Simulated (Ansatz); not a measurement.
Run report: AlNi3, geometry relaxation (part 2 of 3)

Continued. System: AlNi3 (interface cell, 16 atoms in the cell). Method: DFT PBE, scalar-relativistic, plane waves, PAW, spin-polarised (Ansatz 0.2.0); cutoff 420 eV, 10×10×3 k-mesh, Gaussian smearing of 0.1 eV, collinear spins. The structure derives from a Materials Project entry. It belongs to a series of runs on one base structure; here: antiphase boundary on (0 0 1), shift by [0.5, 0.5, 0] of the cube.

Geometry of the input (Å; fractional positions):
```
3.5667  0.0000  0.0000
0.0000  3.5667  0.0000
0.0000  0.0000  14.2667
Al 0.0000  0.0000  0.0000
Ni 0.0000  0.5000  0.1250
Ni 0.5000  0.0000  0.1250
Ni 0.5000  0.5000  0.0000
Al 0.0000  0.0000  0.2500
Ni 0.0000  0.5000  0.3750
Ni 0.5000  0.0000  0.3750
Ni 0.5000  0.5000  0.2500
Ni 0.0000  0.0000  0.5000
Ni 0.0000  0.5000  0.6250
Ni 0.5000  0.0000  0.6250
Al 0.5000  0.5000  0.5000
Ni 0.0000  0.0000  0.7500
Ni 0.0000  0.5000  0.8750
Ni 0.5000  0.0000  0.8750
Al 0.5000  0.5000  0.7500
```

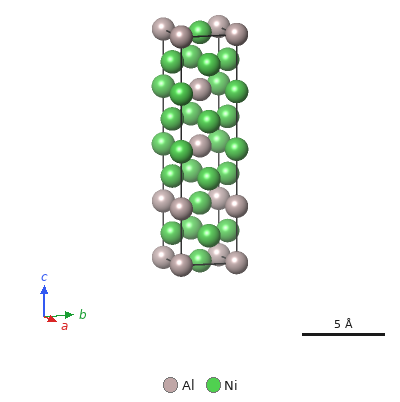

**Figure 1.** The geometry at step 3 of the log (spheres-only view of the cell of the calculation, seen slightly off an axis).

### Log, continued
```
SCF iter   1: F=—  HF=-72233.331440 eV  |F-HF|=—  |Δ(HF+E_count)|=         —  Δρ=8.92e-4 (↑7.61e-4 ↓8.92e-4)  dr2=4.10e-3  dr2_m=1.77e-4  M=0.368 μB ∫|m|=0.482 μB  β_m=0.30  ethr=1.85e-6  ⟨swp⟩=2.0  Hψ=46463  notcnv=0
preconditioner: auto → Kerker (q_TF=auto, 2.836 Å⁻¹)  [metal: Δε(μ)=0.003 eV  Ē_g=7.173 eV  σ=0.100 eV  W_gap=0.02  n_scr=84 (ndim 8)  ℏωp=31.7 eV  f_vac=0.000  D(μ)=14.44/eV (n_scr^D=156)]
spin=Collinear: Kerker preconditioning applied to the charge; magnetization (m = ρ↑ − ρ↓) channel mixes plain (no charge-response kernel on spin).
SCF iter   2: F=—  HF=-72233.331615 eV  |F-HF|=—  |Δ(HF+E_count)|=   1.75e-4  Δρ=1.15e-3 (↑1.09e-3 ↓1.15e-3)  dr2=7.53e-3  dr2_m=9.16e-5  M=0.366 μB ∫|m|=0.479 μB  β_m=0.22  ethr=1.80e-6  ⟨swp⟩=2.6  Hψ=15563  notcnv=0
SCF iter   3: F=—  HF=-72233.331306 eV  |F-HF|=—  |Δ(HF+E_count)|=   3.09e-4  Δρ=4.25e-4 (↑2.87e-4 ↓4.25e-4)  dr2=5.64e-4  dr2_m=8.17e-5  M=0.366 μB ∫|m|=0.480 μB  β_m=0.25  ethr=1.80e-6  ⟨swp⟩=1.0  Hψ=11676  notcnv=0
SCF iter   4: F=—  HF=-72233.331305 eV  |F-HF|=—  |Δ(HF+E_count)|=   6.76e-7  Δρ=2.98e-4 (↑2.82e-4 ↓2.98e-4)  dr2=3.63e-4  dr2_m=2.26e-5  M=0.366 μB ∫|m|=0.480 μB  β_m=0.24  ethr=2.47e-7  ⟨swp⟩=1.0  Hψ=11676  notcnv=0
SCF iter   5: F=—  HF=-72233.331286 eV  |F-HF|=—  |Δ(HF+E_count)|=   1.90e-5  Δρ=1.48e-4 (↑1.25e-4 ↓1.48e-4)  dr2=1.15e-4  dr2_m=1.99e-6  M=0.365 μB ∫|m|=0.479 μB  β_m=0.22  ethr=1.59e-7  ⟨swp⟩=1.7  Hψ=14610  notcnv=0
SCF iter   6: F=—  HF=-72233.331278 eV  |F-HF|=—  |Δ(HF+E_count)|=   8.45e-6  Δρ=5.74e-5 (↑4.09e-5 ↓5.74e-5)  dr2=1.89e-5  dr2_m=6.86e-7  M=0.364 μB ∫|m|=0.478 μB  β_m=0.53  ethr=5.06e-8  ⟨swp⟩=1.0  Hψ=11676  notcnv=0
SCF iter   7: F=—  HF=-72233.331273 eV  |F-HF|=—  |Δ(HF+E_count)|=   4.08e-6  Δρ=3.17e-5 (↑3.17e-5 ↓2.94e-5)  dr2=4.19e-6  dr2_m=3.01e-7  M=0.363 μB ∫|m|=0.476 μB  β_m=0.62  ethr=8.29e-9  ⟨swp⟩=2.2  Hψ=16035  notcnv=0
SCF iter   8: F=—  HF=-72233.331273 eV  |F-HF|=—  |Δ(HF+E_count)|=   3.05e-8  Δρ=3.24e-5 (↑3.24e-5 ↓3.20e-5)  dr2=6.97e-6  dr2_m=2.00e-7  M=0.362 μB ∫|m|=0.476 μB  β_m=0.81  ethr=7.02e-10  ⟨swp⟩=9.6  Hψ=85287  notcnv=0
iter 9 did not close the SCF: its close was put off for a magnetic moment that had not settled (scf_convergence_deferred on its scf_iter line)
SCF iter   9: F=-72233.331273 eV  HF=-72233.331273 eV  |F-HF|=1.72e-7  |Δ(HF+E_count)|=   7.96e-8  Δρ=1.26e-5 (↑1.23e-5 ↓1.26e-5)  dr2=1.75e-7  dr2_m=1.81e-7  M=0.361 μB ∫|m|=0.474 μB  β_m=0.91  ethr=7.02e-10  ⟨swp⟩=6.2  Hψ=69980  notcnv=0
SCF iter  10: F=—  HF=-72233.331274 eV  |F-HF|=—  |Δ(HF+E_count)|=   3.78e-7  Δρ=3.53e-5 (↑2.75e-5 ↓3.53e-5)  dr2=6.19e-6  dr2_m=1.71e-7  M=0.360 μB ∫|m|=0.472 μB  β_m=0.95  ethr=7.68e-11  ⟨swp⟩=2.0  Hψ=21347  notcnv=0  recentre
SCF iter  11: F=—  HF=-72233.331274 eV  |F-HF|=—  |Δ(HF+E_count)|=   1.82e-7  Δρ=2.17e-5 (↑2.17e-5 ↓1.69e-5)  dr2=2.02e-6  dr2_m=1.42e-7  M=0.359 μB ∫|m|=0.472 μB  β_m=0.98  ethr=7.68e-11  ⟨swp⟩=2.0  Hψ=21350  notcnv=0
SCF iter  12: F=—  HF=-72233.331274 eV  |F-HF|=—  |Δ(HF+E_count)|=   7.88e-7  Δρ=4.16e-5 (↑2.85e-5 ↓4.16e-5)  dr2=7.07e-6  dr2_m=1.11e-7  M=0.354 μB ∫|m|=0.465 μB  β_m=0.55  ethr=7.68e-11  ⟨swp⟩=8.8  Hψ=80500  notcnv=0  recentre
SCF iter  13: F=—  HF=-72233.331274 eV  |F-HF|=—  |Δ(HF+E_count)|=   9.14e-8  Δρ=3.81e-5 (↑3.81e-5 ↓3.15e-5)  dr2=7.47e-6  dr2_m=6.97e-8  M=0.351 μB ∫|m|=0.461 μB  β_m=0.48  ethr=7.68e-11  ⟨swp⟩=2.3  Hψ=21622  notcnv=0
iter 14 did not close the SCF: its close was put off for a magnetic moment that had not settled (scf_convergence_deferred on its scf_iter line)
SCF iter  14: F=-72233.331274 eV  HF=-72233.331274 eV  |F-HF|=1.43e-7  |Δ(HF+E_count)|=   2.13e-7  Δρ=1.07e-5 (↑1.07e-5 ↓7.88e-6)  dr2=2.00e-7  dr2_m=8.76e-8  M=0.345 μB ∫|m|=0.452 μB  β_m=0.74  ethr=7.68e-11  ⟨swp⟩=5.9  Hψ=72701  notcnv=0
iter 15 did not close the SCF: its close was put off for a magnetic moment that had not settled (scf_convergence_deferred on its scf_iter line)
SCF iter  15: F=-72233.331274 eV  HF=-72233.331274 eV  |F-HF|=7.14e-8  |Δ(HF+E_count)|=   3.95e-8  Δρ=8.40e-6 (↑8.40e-6 ↓4.75e-6)  dr2=9.10e-8  dr2_m=5.65e-8  M=0.343 μB ∫|m|=0.450 μB  β_m=0.87  ethr=7.68e-11  ⟨swp⟩=6.0  Hψ=65902  notcnv=0
iter 16 did not close the SCF: its close was put off for a magnetic moment that had not settled (scf_convergence_deferred on its scf_iter line)
SCF iter  16: F=-72233.331274 eV  HF=-72233.331274 eV  |F-HF|=4.70e-7  |Δ(HF+E_count)|=   6.68e-8  Δρ=9.58e-6 (↑9.58e-6 ↓6.17e-6)  dr2=4.84e-7  dr2_m=7.14e-9  M=0.339 μB ∫|m|=0.445 μB  β_m=0.88  ethr=3.99e-11  ⟨swp⟩=5.4  Hψ=71469  notcnv=0  recentre
SCF iter  17: F=-72233.331274 eV  HF=-72233.331274 eV  |F-HF|=5.79e-8  |Δ(HF+E_count)|=   1.51e-8  Δρ=3.59e-6 (↑3.59e-6 ↓2.19e-6)  dr2=6.21e-8  dr2_m=1.00e-9  M=0.338 μB ∫|m|=0.444 μB  ethr=3.99e-11  ⟨swp⟩=5.4  Hψ=63677  notcnv=0
WARN: the net moment that the starting moments add up to was not kept: the SCF closed with a net magnetisation of 3.3e-1 μB in size, at most 0.1 of the 3.6 μB that the starting moments add up to as vectors. Its absolute magnetisation is 4.5e-1 μB, where they sum to 3.6 μB in size (12 sites): that figure counts also what cancels out within the cell. The system's net moment may be that small; this SCF shows only that its start led to no larger one. This SCF took its magnetisation from the state that an earlier stage of the run handed on, and the starting moments (crystal.atoms[].spin, magnetization.per_species, magnetization.initial_magnetization, or on a non-collinear deck that types none of these the spinor_matrix: blocks that start its atoms; where the total moment is fixed, keep their sum and leave initial_magnetization as it is) reach it only through that state. Under a hybrid functional, moments that its semilocal warm-up loses can be held through it (magnetization.spin_locking: {lock_spins: true, release_at_the_exchange_loop: true}, refused in a deck that types no crystal.atoms[].spin or magnetization.per_species, and beside md: or magnetic_configurations:, beside output.atomic_orbital_hamiltonian at one k-point under exchange of full range, and beside output.current_voltage). To try another start, change the starting moments or, where the run itself opened from a saved state (the deck's checkpoint.read, a session's seed or a resume), run it without that state.
SCF 2 converged in 17 iterations: F = -72233.331274 eV  dr2 = 6.21e-8
relax step   2: F+E_penalty+E_count = -72233.33127407 eV  Δ(F+E_penalty+E_count) = -1.361e-2 eV  max|allowed force component| = 1.224e-1 eV/Å  Δτ_max = 0.0063 Å  P = +0.919 GPa  Ω = 180.845 Å³  energy of the carried Pulay correction = +2.273e-4 eV  fix = [a, b, alpha, beta, gamma]  reactions: a +1.940, b +1.940 GPa  (17 SCF iters, dr2 threshold 1.60e-6 eV, accepted)
Crystal: 16 atoms, lattice volume = 179.980 Å³
Basis set: ecut = 420 eV, 3491 PW (Γ), exchange–correlation on 48×48×192 points (8 copies of the dense FFT grid, shifted against one another)
iter 1 solved again at ethr=8.10e-6 eV; its pass at ethr=3.10e-3 eV (dr2=1.85e-2 eV) is discarded
SCF iter   1: F=—  HF=-72233.341676 eV  |F-HF|=—  |Δ(HF+E_count)|=         —  Δρ=1.88e-3 (↑1.53e-3 ↓1.88e-3)  dr2=1.84e-2  dr2_m=8.74e-4  M=0.337 μB ∫|m|=0.442 μB  β_m=0.30  ethr=8.10e-6  ⟨swp⟩=2.0  Hψ=47806  notcnv=0
preconditioner: auto → Kerker (q_TF=auto, 2.838 Å⁻¹)  [metal: Δε(μ)=0.004 eV  Ē_g=7.211 eV  σ=0.100 eV  W_gap=0.02  n_scr=84 (ndim 8)  ℏωp=31.8 eV  f_vac=0.000  D(μ)=14.07/eV (n_scr^D=148)]
spin=Collinear: Kerker preconditioning applied to the charge; magnetization (m = ρ↑ − ρ↓) channel mixes plain (no charge-response kernel on spin).
SCF iter   2: F=—  HF=-72233.342593 eV  |F-HF|=—  |Δ(HF+E_count)|=   9.16e-4  Δρ=2.49e-3 (↑2.35e-3 ↓2.49e-3)  dr2=3.61e-2  dr2_m=4.41e-4  M=0.333 μB ∫|m|=0.438 μB  β_m=0.17  ethr=8.07e-6  ⟨swp⟩=2.1  Hψ=15300  notcnv=0
SCF iter   3: F=—  HF=-72233.341182 eV  |F-HF|=—  |Δ(HF+E_count)|=   1.41e-3  Δρ=8.96e-4 (↑6.00e-4 ↓8.96e-4)  dr2=1.19e-3  dr2_m=4.10e-4  M=0.334 μB ∫|m|=0.440 μB  β_m=0.24  ethr=8.07e-6  ⟨swp⟩=1.0  Hψ=11676  notcnv=0
SCF iter   4: F=—  HF=-72233.341179 eV  |F-HF|=—  |Δ(HF+E_count)|=   3.49e-6  Δρ=5.87e-4 (↑5.35e-4 ↓5.87e-4)  dr2=1.25e-3  dr2_m=1.03e-4  M=0.333 μB ∫|m|=0.439 μB  β_m=0.27  ethr=5.23e-7  ⟨swp⟩=1.3  Hψ=12387  notcnv=0
SCF iter   5: F=—  HF=-72233.341105 eV  |F-HF|=—  |Δ(HF+E_count)|=   7.36e-5  Δρ=2.76e-4 (↑2.57e-4 ↓2.76e-4)  dr2=3.95e-4  dr2_m=4.06e-6  M=0.330 μB ∫|m|=0.436 μB  β_m=0.25  ethr=5.23e-7  ⟨swp⟩=2.3  Hψ=16690  notcnv=0
SCF iter   6: F=—  HF=-72233.341072 eV  |F-HF|=—  |Δ(HF+E_count)|=   3.31e-5  Δρ=1.20e-4 (↑8.14e-5 ↓1.20e-4)  dr2=6.26e-5  dr2_m=5.07e-6  M=0.329 μB ∫|m|=0.435 μB  β_m=0.49  ethr=1.73e-7  ⟨swp⟩=1.0  Hψ=11676  notcnv=0
SCF iter   7: F=—  HF=-72233.341057 eV  |F-HF|=—  |Δ(HF+E_count)|=   1.46e-5  Δρ=7.22e-5 (↑6.83e-5 ↓7.22e-5)  dr2=2.98e-5  dr2_m=2.02e-6  M=0.326 μB ∫|m|=0.430 μB  β_m=0.69  ethr=2.75e-8  ⟨swp⟩=2.0  Hψ=16863  notcnv=0
SCF iter   8: F=—  HF=-72233.341057 eV  |F-HF|=—  |Δ(HF+E_count)|=   4.50e-7  Δρ=3.72e-5 (↑3.72e-5 ↓3.26e-5)  dr2=1.77e-6  dr2_m=1.63e-6  M=0.323 μB ∫|m|=0.427 μB  β_m=0.85  ethr=1.31e-8  ⟨swp⟩=1.0  Hψ=11676  notcnv=0
SCF iter   9: F=—  HF=-72233.341058 eV  |F-HF|=—  |Δ(HF+E_count)|=   1.15e-6  Δρ=4.49e-5 (↑4.49e-5 ↓3.85e-5)  dr2=6.63e-6  dr2_m=1.35e-6  M=0.320 μB ∫|m|=0.422 μB  β_m=0.50  ethr=7.02e-10  ⟨swp⟩=9.2  Hψ=81430  notcnv=0
SCF iter  10: F=—  HF=-72233.341061 eV  |F-HF|=—  |Δ(HF+E_count)|=   2.64e-6  Δρ=9.18e-5 (↑6.97e-5 ↓9.18e-5)  dr2=4.60e-5  dr2_m=1.19e-6  M=0.314 μB ∫|m|=0.414 μB  β_m=0.42  ethr=7.74e-10  ⟨swp⟩=2.1  Hψ=20628  notcnv=0  recentre
SCF iter  11: F=—  HF=-72233.341060 eV  |F-HF|=—  |Δ(HF+E_count)|=   5.08e-7  Δρ=6.75e-5 (↑5.27e-5 ↓6.75e-5)  dr2=2.46e-5  dr2_m=1.08e-6  M=0.312 μB ∫|m|=0.412 μB  β_m=0.14  ethr=7.74e-10  ⟨swp⟩=2.0  Hψ=16256  notcnv=0
SCF iter  12: F=—  HF=-72233.341060 eV  |F-HF|=—  |Δ(HF+E_count)|=   1.01e-7  Δρ=3.71e-5 (↑1.79e-5 ↓3.71e-5)  dr2=2.04e-6  dr2_m=9.23e-7  M=0.308 μB ∫|m|=0.406 μB  β_m=0.19  ethr=7.74e-10  ⟨swp⟩=2.0  Hψ=15139  notcnv=0
iter 13 did not close the SCF: its close was put off for a magnetic moment that had not settled (scf_convergence_deferred on its scf_iter line)
SCF iter  13: F=-72233.341062 eV  HF=-72233.341062 eV  |F-HF|=1.47e-7  |Δ(HF+E_count)|=   1.62e-6  Δρ=2.16e-5 (↑2.16e-5 ↓1.86e-5)  dr2=2.39e-7  dr2_m=5.54e-7  M=0.294 μB ∫|m|=0.388 μB  β_m=0.55  ethr=7.02e-10  ⟨swp⟩=9.3  Hψ=93005  notcnv=0
iter 14 did not close the SCF: its close was put off for a magnetic moment that had not settled (scf_convergence_deferred on its scf_iter line)
SCF iter  14: F=-72233.341062 eV  HF=-72233.341062 eV  |F-HF|=5.00e-8  |Δ(HF+E_count)|=   7.39e-7  Δρ=2.50e-5 (↑2.50e-5 ↓1.08e-5)  dr2=3.30e-7  dr2_m=4.80e-7  M=0.289 μB ∫|m|=0.381 μB  β_m=0.46  ethr=1.05e-10  ⟨swp⟩=6.0  Hψ=72294  notcnv=0
iter 15 did not close the SCF: its close was put off for a magnetic moment that had not settled (scf_convergence_deferred on its scf_iter line)
SCF iter  15: F=-72233.341063 eV  HF=-72233.341064 eV  |F-HF|=9.13e-7  |Δ(HF+E_count)|=   1.07e-6  Δρ=2.11e-5 (↑2.11e-5 ↓1.61e-5)  dr2=1.00e-6  dr2_m=3.45e-7  M=0.278 μB ∫|m|=0.367 μB  β_m=0.46  ethr=1.05e-10  ⟨swp⟩=6.0  Hψ=74055  notcnv=0
iter 16 did not close the SCF: its close was put off for a magnetic moment that had not settled (scf_convergence_deferred on its scf_iter line)
SCF iter  16: F=-72233.341064 eV  HF=-72233.341064 eV  |F-HF|=3.52e-7  |Δ(HF+E_count)|=   7.41e-7  Δρ=1.47e-5 (↑1.47e-5 ↓8.51e-6)  dr2=4.54e-7  dr2_m=1.52e-7  M=0.267 μB ∫|m|=0.351 μB  β_m=0.94  ethr=1.05e-10  ⟨swp⟩=6.0  Hψ=74725  notcnv=0
iter 17 did not close the SCF: its close was put off for a magnetic moment that had not settled (scf_convergence_deferred on its scf_iter line)
SCF iter  17: F=-72233.341064 eV  HF=-72233.341065 eV  |F-HF|=4.89e-7  |Δ(HF+E_count)|=   5.64e-7  Δρ=1.21e-5 (↑1.21e-5 ↓4.46e-6)  dr2=5.23e-7  dr2_m=4.71e-8  M=0.253 μB ∫|m|=0.333 μB  β_m=0.97  ethr=1.05e-10  ⟨swp⟩=6.0  Hψ=76381  notcnv=0
SCF iter  18: F=-72233.341065 eV  HF=-72233.341065 eV  |F-HF|=3.30e-7  |Δ(HF+E_count)|=   8.14e-8  Δρ=7.36e-6 (↑7.36e-6 ↓5.85e-6)  dr2=3.62e-7  dr2_m=3.07e-9  M=0.242 μB ∫|m|=0.319 μB  ethr=1.05e-10  ⟨swp⟩=6.0  Hψ=73774  notcnv=0
SCF 3 converged in 18 iterations: F = -72233.341065 eV  dr2 = 3.62e-7
relax step   3: F+E_penalty+E_count = -72233.34106459 eV  Δ(F+E_penalty+E_count) = -9.791e-3 eV  max|allowed force component| = 3.078e-3 eV/Å  Δτ_max = 0.0147 Å  P = +1.809 GPa  Ω = 179.980 Å³  energy of the carried Pulay correction = +5.335e-4 eV  fix = [a, b, alpha, beta, gamma]  reactions: a +2.666, b +2.666 GPa  (18 SCF iters, dr2 threshold 1.60e-6 eV, accepted)
Initial wavefunctions: pseudopotential atomic-orbital guess (no wavefunctions were taken with the density)
iter 1 solved again at ethr=1.08e-7 eV; its pass at ethr=3.10e-3 eV (dr2=2.46e-4 eV) is discarded
SCF iter   1: F=—  HF=-72233.340533 eV  |F-HF|=—  |Δ(HF+E_count)|=         —  Δρ=1.01e-5 (↑1.01e-5 ↓9.02e-6)  dr2=4.16e-7  dr2_m=3.04e-9  M=0.242 μB ∫|m|=0.319 μB  β_m=0.30  ethr=1.08e-7  ⟨swp⟩=3.0  Hψ=72255  notcnv=0
preconditioner: auto → Kerker (q_TF=auto, 2.838 Å⁻¹)  [metal: Δε(μ)=0.007 eV  Ē_g=7.210 eV  σ=0.100 eV  W_gap=0.04  n_scr=84 (ndim 8)  ℏωp=31.8 eV  f_vac=0.000  D(μ)=14.09/eV (n_scr^D=148)]
spin=Collinear: Kerker preconditioning applied to the charge; magnetization (m = ρ↑ − ρ↓) channel mixes plain (no charge-response kernel on spin).
SCF iter   2: F=—  HF=-72233.340516 eV  |F-HF|=—  |Δ(HF+E_count)|=   1.65e-5  Δρ=1.49e-5 (↑1.33e-5 ↓1.49e-5)  dr2=1.09e-6  dr2_m=3.17e-9  M=0.242 μB ∫|m|=0.319 μB  β_m=0.30  ethr=1.82e-10  ⟨swp⟩=2.1  Hψ=21388  notcnv=0
SCF iter   3: F=—  HF=-72233.340516 eV  |F-HF|=—  |Δ(HF+E_count)|=   6.11e-8  Δρ=1.90e-5 (↑1.90e-5 ↓1.81e-5)  dr2=2.59e-6  dr2_m=1.67e-9  M=0.242 μB ∫|m|=0.319 μB  β_m=0.28  ethr=1.82e-10  ⟨swp⟩=2.0  Hψ=16242  notcnv=0
SCF iter   4: F=—  HF=-72233.340516 eV  |F-HF|=—  |Δ(HF+E_count)|=   7.68e-8  Δρ=9.46e-6 (↑7.86e-6 ↓9.46e-6)  dr2=5.25e-7  dr2_m=1.50e-9  M=0.242 μB ∫|m|=0.319 μB  β_m=0.25  ethr=1.82e-10  ⟨swp⟩=2.0  Hψ=15978  notcnv=0
SCF iter   5: F=—  HF=-72233.340516 eV  |F-HF|=—  |Δ(HF+E_count)|=   1.82e-8  Δρ=2.49e-6 (↑2.48e-6 ↓2.49e-6)  dr2=2.57e-8  dr2_m=1.04e-9  M=0.242 μB ∫|m|=0.319 μB  β_m=0.24  ethr=1.82e-10  ⟨swp⟩=1.0  Hψ=11676  notcnv=0
SCF iter   6: F=—  HF=-72233.340516 eV  |F-HF|=—  |Δ(HF+E_count)|=  1.31e-10  Δρ=1.50e-6 (↑1.13e-6 ↓1.50e-6)  dr2=2.68e-9  dr2_m=9.30e-10  M=0.242 μB ∫|m|=0.319 μB  β_m=0.59  ethr=1.13e-11  ⟨swp⟩=1.0  Hψ=11676  notcnv=0
SCF iter   7: F=—  HF=-72233.340516 eV  |F-HF|=—  |Δ(HF+E_count)|=   6.66e-9  Δρ=7.20e-7 (↑7.20e-7 ↓4.06e-7)  dr2=7.91e-10  dr2_m=3.80e-10  M=0.242 μB ∫|m|=0.319 μB  β_m=0.79  ethr=1.18e-12  ⟨swp⟩=2.0  Hψ=21385  notcnv=0
SCF iter   8: F=—  HF=-72233.340516 eV  |F-HF|=—  |Δ(HF+E_count)|=  2.18e-10  Δρ=5.09e-7 (↑5.09e-7 ↓3.95e-7)  dr2=6.66e-10  dr2_m=1.39e-10  M=0.242 μB ∫|m|=0.319 μB  β_m=0.90  ethr=1.00e-12  ⟨swp⟩=5.1  Hψ=50860  notcnv=0
SCF iter   9: F=-72233.340516 eV  HF=-72233.340516 eV  |F-HF|=8.73e-11  |Δ(HF+E_count)|=  5.82e-11  Δρ=1.98e-7 (↑1.79e-7 ↓1.98e-7)  dr2=1.28e-10  dr2_m=2.00e-11  M=0.242 μB ∫|m|=0.319 μB  ethr=1.00e-12  ⟨swp⟩=5.0  Hψ=50473  notcnv=0
the starting moments were not kept: the SCF closed with an absolute magnetisation of 3.1e-1 μB, where they sum to 3.6 μB in size (12 sites). That is at most 0.1 of that sum.
SCF 4 converged in 9 iterations: F = -72233.340516 eV  dr2 = 1.28e-10
```
